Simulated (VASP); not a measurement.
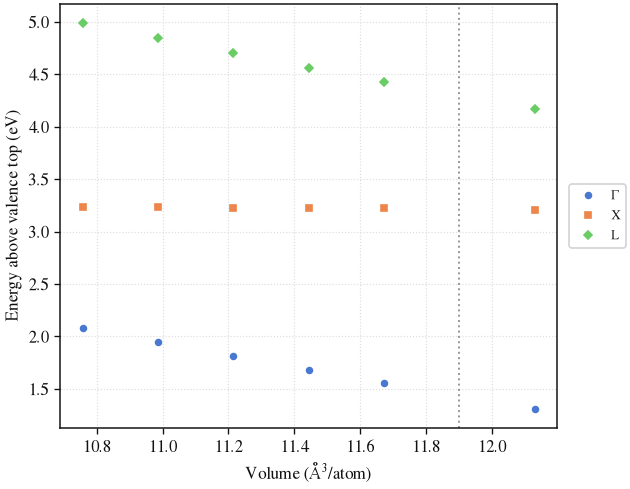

Lowest conduction level at each named k point, counted from the valence-band top at Γ. One run is left out (dotted line).

System: zincblende GaN, space group F-43m (No. 216), 2 atoms in the primitive cell. The cell is scaled uniformly. Computed with VASP: PBEsol, VASP PAW PBE potentials, release 64 (Ga_d, N), no spin polarisation, no spin-orbit coupling, 10×10×10 k mesh, 520 eV cutoff, Fermi-Dirac smearing of 0.05 eV.

```
       volume  Γ (eV)  X (eV)  L (eV)
10.76 Å³/atom    2.08    3.24    4.99
10.99 Å³/atom    1.94    3.23    4.84
11.21 Å³/atom    1.81    3.23    4.70
11.44 Å³/atom    1.68    3.23    4.56
11.67 Å³/atom    1.56    3.22    4.43
12.13 Å³/atom    1.31    3.21    4.17
```

Fill in the row for 11.90 Å³/atom.

Fits through the other points against the logarithm of the volume give 1.43 eV at Γ, 3.21 eV at X and 4.30 eV at L (straight lines). The run itself gives 1.43, 3.21 and 4.30 eV, within 0.01 eV of the estimates.

What are the deformation potentials dE/d ln V?

Straight lines against ln V have slopes of −6.4 eV at Γ, −0.2 eV at X and −6.8 eV at L.

Which of these conduction levels is lowest, and does that change?

The lowest is the one at Γ, over the whole range, so among these points the gap stays direct.

The PAW data sets were made with another functional. LDA, GGA and most meta-GGA functionals understate gaps. The usual form of GaN is wurtzite.
